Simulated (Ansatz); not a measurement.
## Geometry relaxation of Cd16Te16H (charge −1) (part 3 of 3)

Cd16Te16H (defect cell, 33 atoms in the cell, total charge −1); DFT PBE, scalar-relativistic, plane waves, PAW, no spin polarisation (Ansatz 0.2.0); cutoff 420 eV, 2×2×2 k-mesh, Gaussian smearing of 0.01 eV. The structure derives from a Materials Project entry. It belongs to a series of runs on one base structure; here: H interstitial, charge -1, atoms relaxed at the host's cell.

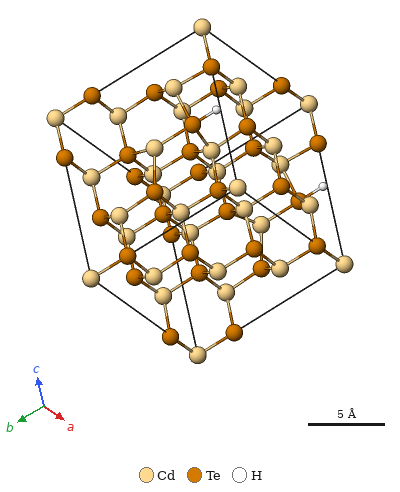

**Figure 1.** The geometry at step 4 of the log (ball-and-stick view of the cell of the calculation, seen at an oblique angle).

Trajectory as extended XYZ (Å, eV, eV/Å), 6 frames, from step=1 to step=6
```
33
Lattice="6.6193 -6.6193 6.6193 -6.6193 6.6193 6.6193 -6.6193 -6.6193 -6.6193" Properties=species:S:1:pos:R:3:forces:R:3 step=1 energy=-243771.29070
Cd   -3.2987   -6.6255   -3.3031    0.1501  -0.1127   0.0461
Cd    0.0234   -6.6479   -0.0100    0.0050   0.0081  -0.0065
Cd    3.4041   -6.5185    3.2451   -0.0834  -0.1334  -0.0028
Cd   -6.7257   -3.3902   -3.3691    0.1112   0.0128   0.0027
Cd   -3.2299   -3.4249    0.1154   -0.0123   0.1599  -0.0535
Cd    0.0227   -0.0284   -0.0106    0.0070  -0.0137   0.0107
Cd   -3.3140   -6.6015    3.3412    0.0186   0.0428   0.0412
Cd   -0.0215   -3.3100    3.3412   -0.0538  -0.0125   0.0207
Cd    3.2897   -3.3097    6.6517   -0.0467  -0.0184   0.0556
Cd   -6.5190   -0.1062   -0.0870    0.3266  -0.3243  -0.3194
Cd   -6.6402   -3.2946    3.3264   -0.0530   0.0456  -0.0207
Cd   -3.3292    0.0171    3.3262   -0.0293   0.0471  -0.0345
Cd   -3.2853   -3.3212    6.6413   -0.0862  -0.1458  -0.0575
Cd    0.0236   -0.0272    6.6083   -0.0203  -0.0299   0.0140
Cd   -6.6361    3.2930    3.3216    0.2405  -0.0449  -0.0732
Cd   -3.3145    3.3251    6.6513    0.0148   0.0301   0.0509
Te   -1.6080   -4.9748   -1.6464   -0.1619  -0.1263   0.0149
Te    1.6267   -4.9477    1.6541    0.0178  -0.0111  -0.0107
Te    4.9771   -4.9483    5.0049    0.0698   0.0313   0.0374
Te   -4.7190   -1.9151   -1.8832   -0.1253   0.2113   0.1311
Te   -1.6431   -1.6316    1.6876   -0.0095  -0.0335  -0.0110
Te   -4.9565   -5.0414   -4.9467   -0.0302   0.3268  -0.1059
Te   -1.6406   -4.9830    4.9831   -0.1266   0.1168   0.0028
Te    1.6691   -1.6670    4.9615   -0.0284  -0.0185   0.0658
Te   -1.6763   -8.2506    1.6546   -0.0054   0.0081  -0.0391
Te   -4.9705    1.6369    1.6531   -0.0154   0.1402   0.1534
Te   -4.9495   -1.6740    4.9687   -0.0252   0.0107   0.0308
Te   -1.6753    1.6382    5.0047   -0.0354  -0.0496   0.0435
Te   -1.6115   -1.6969    8.2638   -0.1269   0.1995   0.0490
Te   -4.9922   -4.9803    1.6870   -0.0462  -0.0758   0.0456
Te   -4.9569    4.9458    4.9612    0.0066   0.0383   0.0259
Te   -8.2616   -1.6539    1.6540   -0.1149   0.0004   0.1402
H    -3.6907   -2.9256   -2.9358    0.2681  -0.2791  -0.2474
33
Lattice="6.6193 -6.6193 6.6193 -6.6193 6.6193 6.6193 -6.6193 -6.6193 -6.6193" Properties=species:S:1:pos:R:3:forces:R:3 step=2 energy=-243771.44143
Cd   -3.3025   -6.6477   -3.3050   -0.0669  -0.0072  -0.0215
Cd    0.0133   -6.6352   -0.0116   -0.0403   0.0396  -0.0185
Cd    3.3780   -6.5285    3.2611    0.0273   0.1177   0.0227
Cd   -6.7099   -3.3798   -3.3581   -0.1054  -0.0030   0.0208
Cd   -3.2476   -3.3867    0.1061   -0.0125  -0.0405   0.0416
Cd    0.0329   -0.0155    0.0123    0.0229   0.0466   0.0426
Cd   -3.3042   -6.5855    3.3584    0.0336   0.0294  -0.0121
Cd   -0.0432   -3.3160    3.3544   -0.0195  -0.0277   0.0218
Cd    3.2728   -3.3204    6.6790    0.0193  -0.0316   0.0223
Cd   -6.4047   -0.2175   -0.1956    0.1359  -0.1344  -0.1387
Cd   -6.6595   -3.2763    3.3224   -0.0169  -0.0094  -0.0132
Cd   -3.3446    0.0319    3.3186   -0.0102   0.0183   0.0055
Cd   -3.3031   -3.3271    6.6161    0.0452   0.0525  -0.0493
Cd    0.0041   -0.0373    6.6244   -0.0373  -0.0207   0.0424
Cd   -6.5949    3.2948    3.3171   -0.0420   0.0242   0.0232
Cd   -3.3089    3.3406    6.6775    0.0244   0.0101   0.0303
Te   -1.6538   -4.9961   -1.6524    0.0645   0.0700   0.0176
Te    1.6239   -4.9460    1.6585   -0.0230   0.0161   0.0366
Te    4.9886   -4.9400    5.0210   -0.0897  -0.0212  -0.0190
Te   -4.6621   -1.9498   -1.9425   -0.0757   0.0130   0.0983
Te   -1.6493   -1.6316    1.6907   -0.0062   0.0225   0.0000
Te   -4.9537   -4.9520   -4.9659   -0.0093  -0.1734   0.0534
Te   -1.6447   -4.9819    5.0087   -0.0181   0.0414   0.0163
Te    1.6522   -1.6793    4.9898   -0.0137   0.0271  -0.0537
Te   -1.6786   -8.2460    1.6518   -0.0048   0.0009   0.0737
Te   -4.9946    1.6391    1.6643   -0.0175   0.0194   0.0093
Te   -4.9674   -1.6605    4.9708    0.0240   0.0113  -0.0235
Te   -1.6887    1.6318    5.0202    0.0422   0.0655  -0.0475
Te   -1.6584   -1.6593    8.2849    0.0830  -0.0750  -0.0304
Te   -5.0061   -4.9916    1.7002    0.0222   0.0756  -0.0255
Te   -4.9463    4.9666    4.9817   -0.0314  -0.0303   0.0118
Te   -8.2615   -1.6294    1.6624   -0.0421   0.0118   0.0001
H    -3.6072   -3.0077   -3.0052    0.1379  -0.1385  -0.1374
33
Lattice="6.6193 -6.6193 6.6193 -6.6193 6.6193 6.6193 -6.6193 -6.6193 -6.6193" Properties=species:S:1:pos:R:3:forces:R:3 step=3 energy=-243771.49846
Cd   -3.2934   -6.6606   -3.2871   -0.0505  -0.0104   0.0122
Cd   -0.0060   -6.6190    0.0062   -0.0100   0.0015  -0.0061
Cd    3.3848   -6.5293    3.2405    0.0094   0.0700  -0.0057
Cd   -6.7185   -3.3949   -3.3763   -0.0625   0.0076  -0.0105
Cd   -3.2298   -3.3854    0.1197    0.0047  -0.0302   0.0621
Cd    0.0078    0.0061    0.0223    0.0033   0.0186   0.0015
Cd   -3.3129   -6.5472    3.3846   -0.0111   0.0221   0.0123
Cd   -0.0774   -3.3140    3.3825   -0.0195  -0.0032   0.0142
Cd    3.2500   -3.3101    6.7064   -0.0082   0.0091   0.0188
Cd   -6.2954   -0.3295   -0.3077    0.0050  -0.0054  -0.0065
Cd   -6.6960   -3.2553    3.3283   -0.0186   0.0057   0.0043
Cd   -3.3656    0.0708    3.3239   -0.0111   0.0229   0.0030
Cd   -3.3183   -3.3310    6.6063   -0.0015   0.0635  -0.0199
Cd   -0.0101   -0.0165    6.6440    0.0000   0.0024   0.0098
Cd   -6.5754    3.3024    3.3208   -0.0281   0.0367   0.0385
Cd   -3.3103    3.3576    6.7061    0.0013   0.0039   0.0200
Te   -1.6404   -4.9814   -1.6488    0.0493  -0.0094   0.0180
Te    1.6040   -4.9268    1.6842    0.0248  -0.0245   0.0093
Te    4.9424   -4.9294    5.0245    0.0084  -0.0152  -0.0117
Te   -4.5813   -2.0444   -2.0202    0.0622  -0.0678  -0.0874
Te   -1.6651   -1.6092    1.7118   -0.0217  -0.0168  -0.0133
Te   -4.9483   -4.9871   -4.9577   -0.0339  -0.0546  -0.0159
Te   -1.6312   -4.9939    5.0534    0.0085  -0.0087  -0.0158
Te    1.6280   -1.6655    4.9982    0.0548   0.0310  -0.0268
Te   -1.6998   -8.2286    1.6880    0.0288  -0.0306  -0.0052
Te   -5.0352    1.6271    1.6436    0.0186  -0.0219  -0.0080
Te   -4.9812   -1.6390    4.9709    0.0198  -0.0368   0.0424
Te   -1.6904    1.6629    5.0237   -0.0072   0.0131  -0.0053
Te   -1.6434   -1.6758    8.2729    0.0307  -0.0021  -0.0216
Te   -5.0148   -4.9524    1.7116    0.0259   0.0052  -0.0180
Te   -4.9577    4.9811    5.0067   -0.0279  -0.0263  -0.0517
Te   -8.2509   -1.5920    1.6424    0.0097  -0.0036   0.0021
H    -3.4982   -3.1296   -3.1099   -0.0535   0.0542   0.0613
33
Lattice="6.6193 -6.6193 6.6193 -6.6193 6.6193 6.6193 -6.6193 -6.6193 -6.6193" Properties=species:S:1:pos:R:3:forces:R:3 step=4 energy=-243771.50760
Cd   -3.3009   -6.6505   -3.2930   -0.0059   0.0130  -0.0151
Cd   -0.0009   -6.6235    0.0204    0.0143  -0.0110   0.0093
Cd    3.3991   -6.5120    3.2367    0.0004   0.0051   0.0086
Cd   -6.7359   -3.4032   -3.3820    0.0013  -0.0028   0.0066
Cd   -3.2239   -3.4011    0.1277   -0.0028   0.0004  -0.0036
Cd   -0.0068   -0.0038    0.0159   -0.0062  -0.0229  -0.0096
Cd   -3.3148   -6.5402    3.3915    0.0005   0.0074   0.0107
Cd   -0.0825   -3.3068    3.3947   -0.0090   0.0087   0.0050
Cd    3.2408   -3.3089    6.7175   -0.0154  -0.0031   0.0146
Cd   -6.2697   -0.3559   -0.3351   -0.0059   0.0067   0.0040
Cd   -6.7019   -3.2460    3.3321   -0.0105   0.0101  -0.0024
Cd   -3.3805    0.0774    3.3350   -0.0083   0.0093   0.0023
Cd   -3.3098   -3.3226    6.6096    0.0116  -0.0019   0.0056
Cd   -0.0024   -0.0010    6.6368    0.0151   0.0102  -0.0214
Cd   -6.5899    3.3031    3.3205   -0.0102  -0.0083  -0.0060
Cd   -3.3193    3.3747    6.7192   -0.0070   0.0159   0.0129
Te   -1.6253   -4.9941   -1.6396   -0.0023   0.0059  -0.0061
Te    1.6064   -4.9235    1.6963   -0.0034  -0.0019  -0.0092
Te    4.9417   -4.9213    5.0293   -0.0052  -0.0123  -0.0090
Te   -4.5556   -2.0706   -2.0527    0.0614  -0.0637  -0.0486
Te   -1.6826   -1.6117    1.7182    0.0180   0.0050  -0.0058
Te   -4.9665   -4.9985   -4.9743    0.0198  -0.0071   0.0110
Te   -1.6230   -4.9997    5.0605   -0.0148   0.0069   0.0032
Te    1.6446   -1.6514    4.9932   -0.0207  -0.0097   0.0092
Te   -1.7014   -8.2323    1.6925    0.0004   0.0089  -0.0008
Te   -5.0472    1.6167    1.6403    0.0087   0.0145   0.0016
Te   -4.9788   -1.6489    4.9897   -0.0022   0.0094  -0.0130
Te   -1.7066    1.6758    5.0314    0.0217  -0.0144  -0.0049
Te   -1.6284   -1.6617    8.2623   -0.0043  -0.0171  -0.0036
Te   -5.0127   -4.9459    1.7169   -0.0061  -0.0020  -0.0078
Te   -4.9723    4.9744    4.9901    0.0141   0.0088   0.0206
Te   -8.2434   -1.5770    1.6400   -0.0072  -0.0101   0.0056
H    -3.4793   -3.1496   -3.1256   -0.0399   0.0423   0.0363
33
Lattice="6.6193 -6.6193 6.6193 -6.6193 6.6193 6.6193 -6.6193 -6.6193 -6.6193" Properties=species:S:1:pos:R:3:forces:R:3 step=5 energy=-243771.50953
Cd   -3.3085   -6.6531   -3.2942   -0.0011   0.0041  -0.0034
Cd    0.0013   -6.6267    0.0163    0.0040  -0.0031   0.0054
Cd    3.4005   -6.5074    3.2356   -0.0058   0.0010   0.0068
Cd   -6.7366   -3.4058   -3.3847   -0.0006   0.0051   0.0068
Cd   -3.2200   -3.4057    0.1337   -0.0061   0.0057  -0.0002
Cd   -0.0019   -0.0079    0.0125   -0.0051  -0.0048  -0.0027
Cd   -3.3171   -6.5314    3.3961   -0.0012   0.0013   0.0032
Cd   -0.0929   -3.3067    3.3960   -0.0017   0.0025   0.0029
Cd    3.2385   -3.3073    6.7290   -0.0045   0.0014   0.0013
Cd   -6.2597   -0.3657   -0.3459   -0.0013   0.0012   0.0010
Cd   -6.7127   -3.2440    3.3329   -0.0012   0.0033   0.0009
Cd   -3.3804    0.0887    3.3331   -0.0035   0.0006   0.0026
Cd   -3.3109   -3.3150    6.6062    0.0032  -0.0014   0.0032
Cd    0.0019   -0.0045    6.6326    0.0035   0.0053  -0.0046
Cd   -6.5909    3.3041    3.3246   -0.0032  -0.0015  -0.0018
Cd   -3.3187    3.3747    6.7288   -0.0027   0.0044   0.0018
Te   -1.6296   -4.9949   -1.6421    0.0198  -0.0188   0.0119
Te    1.6014   -4.9245    1.6975   -0.0030  -0.0006  -0.0038
Te    4.9383   -4.9225    5.0335    0.0001  -0.0042   0.0010
Te   -4.5352   -2.0900   -2.0685   -0.0106   0.0103   0.0104
Te   -1.6818   -1.6071    1.7168    0.0047   0.0030  -0.0021
Te   -4.9626   -4.9961   -4.9752   -0.0075  -0.0200  -0.0160
Te   -1.6264   -4.9977    5.0670   -0.0029   0.0021  -0.0009
Te    1.6414   -1.6583    4.9941   -0.0046  -0.0053   0.0029
Te   -1.7010   -8.2268    1.6968    0.0012   0.0040  -0.0017
Te   -5.0526    1.6199    1.6415    0.0034   0.0037   0.0013
Te   -4.9792   -1.6456    4.9814   -0.0009   0.0028  -0.0053
Te   -1.7018    1.6764    5.0337    0.0044  -0.0042   0.0009
Te   -1.6296   -1.6626    8.2640    0.0186   0.0082  -0.0207
Te   -5.0178   -4.9442    1.7172   -0.0030  -0.0014  -0.0028
Te   -4.9663    4.9731    4.9935    0.0057   0.0015   0.0049
Te   -8.2455   -1.5731    1.6412   -0.0023  -0.0028   0.0016
H    -3.4733   -3.1524   -3.1293    0.0041  -0.0033  -0.0043
33
Lattice="6.6193 -6.6193 6.6193 -6.6193 6.6193 6.6193 -6.6193 -6.6193 -6.6193" Properties=species:S:1:pos:R:3:forces:R:3 step=6 energy=-243771.50953
Cd   -3.3085   -6.6531   -3.2942   -0.0011   0.0041  -0.0033
Cd    0.0013   -6.6267    0.0163    0.0040  -0.0031   0.0054
Cd    3.4005   -6.5074    3.2356   -0.0058   0.0010   0.0068
Cd   -6.7366   -3.4058   -3.3847   -0.0006   0.0051   0.0068
Cd   -3.2200   -3.4057    0.1337   -0.0061   0.0057  -0.0002
Cd   -0.0019   -0.0079    0.0125   -0.0051  -0.0048  -0.0027
Cd   -3.3171   -6.5314    3.3961   -0.0012   0.0013   0.0032
Cd   -0.0929   -3.3067    3.3960   -0.0017   0.0025   0.0029
Cd    3.2385   -3.3073    6.7290   -0.0045   0.0014   0.0013
Cd   -6.2597   -0.3657   -0.3459   -0.0013   0.0012   0.0009
Cd   -6.7127   -3.2440    3.3329   -0.0012   0.0033   0.0009
Cd   -3.3804    0.0887    3.3331   -0.0035   0.0006   0.0026
Cd   -3.3109   -3.3150    6.6062    0.0031  -0.0014   0.0032
Cd    0.0019   -0.0045    6.6326    0.0035   0.0053  -0.0046
Cd   -6.5909    3.3041    3.3246   -0.0031  -0.0015  -0.0018
Cd   -3.3187    3.3747    6.7288   -0.0027   0.0044   0.0018
Te   -1.6296   -4.9949   -1.6421    0.0198  -0.0188   0.0118
Te    1.6014   -4.9245    1.6975   -0.0030  -0.0006  -0.0039
Te    4.9383   -4.9225    5.0335    0.0001  -0.0042   0.0010
Te   -4.5352   -2.0900   -2.0685   -0.0105   0.0103   0.0104
Te   -1.6818   -1.6071    1.7168    0.0047   0.0030  -0.0021
Te   -4.9626   -4.9961   -4.9752   -0.0075  -0.0199  -0.0160
Te   -1.6264   -4.9977    5.0670   -0.0029   0.0021  -0.0009
Te    1.6414   -1.6583    4.9941   -0.0046  -0.0053   0.0029
Te   -1.7010   -8.2268    1.6968    0.0012   0.0040  -0.0017
Te   -5.0526    1.6199    1.6415    0.0034   0.0037   0.0013
Te   -4.9792   -1.6456    4.9814   -0.0009   0.0028  -0.0054
Te   -1.7018    1.6764    5.0337    0.0044  -0.0042   0.0009
Te   -1.6296   -1.6626    8.2640    0.0186   0.0081  -0.0207
Te   -5.0178   -4.9442    1.7172   -0.0030  -0.0014  -0.0028
Te   -4.9663    4.9731    4.9935    0.0057   0.0015   0.0050
Te   -8.2455   -1.5731    1.6412   -0.0023  -0.0028   0.0016
H    -3.4733   -3.1524   -3.1293    0.0042  -0.0033  -0.0044
```

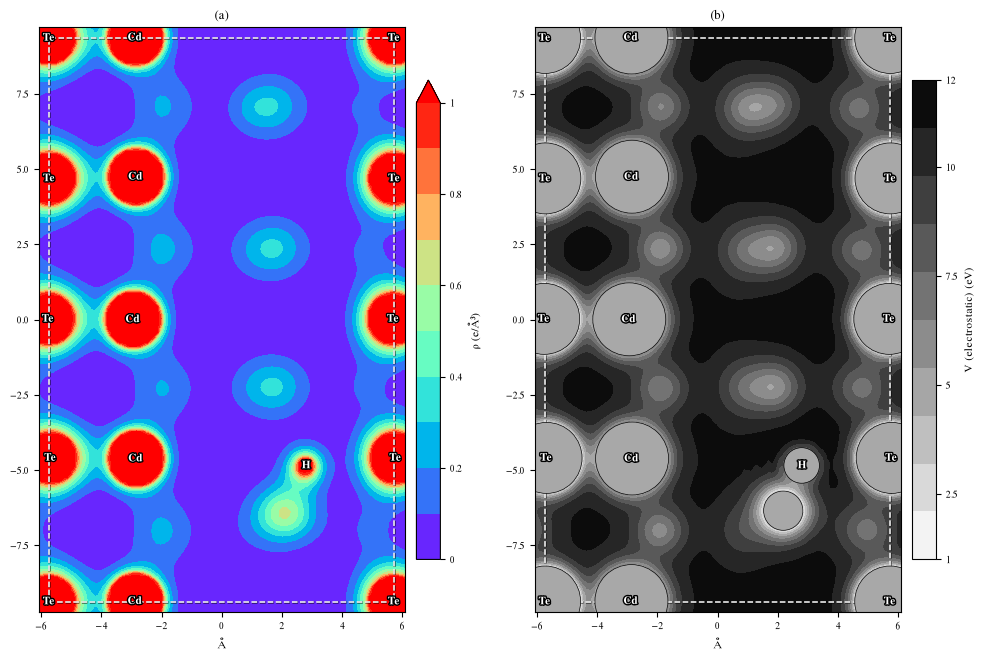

**Figure 2.** (a) valence electron density; (b) electrostatic potential energy of an electron on the (110) plane of the calculation cell. Grey discs, where drawn, cover atomic cores. Atoms in the plane: Cd, Te and H. Cd–Te (2.84 Å): ρ is about 0.34 e/Å³ halfway. Away from the nuclei the density in this plane falls to 0.006 e/Å³ at its lowest. Outside the cores the potential energy rises away from the atoms and is highest about 1.3 Å from the nearest atoms; outside the discs it spans about 10 eV, and its zero is arbitrary. In a PAW calculation such maps are meaningful between the atoms, not at the nuclei.

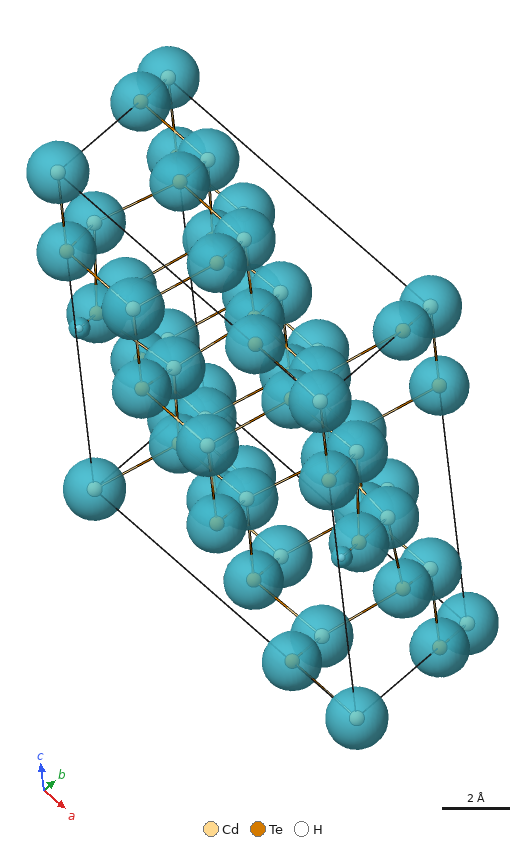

**Figure 3.** Isosurface of the valence pseudo-density at 0.8 e/Å³ (cyan), seen slightly off an axis. Sticks mark near contacts. The outline is the calculation cell. At this value the density breaks into separate islands; it holds about 75 % of the electrons treated as valence (semicore included). It is pinched off along the Te–H (1.84 Å), Cd–Te (2.83 Å), Cd–Te (2.87 Å) and Cd–Te (2.99 Å) contacts. On the grid the lowest density along these lines, outside the cores, is 0.67 e/Å³ (Te–H, 1.84 Å), 0.33 e/Å³ (Cd–Te, 2.83 Å), 0.31 e/Å³ (Cd–Te, 2.87 Å) and 0.26 e/Å³ (Cd–Te, 2.99 Å).
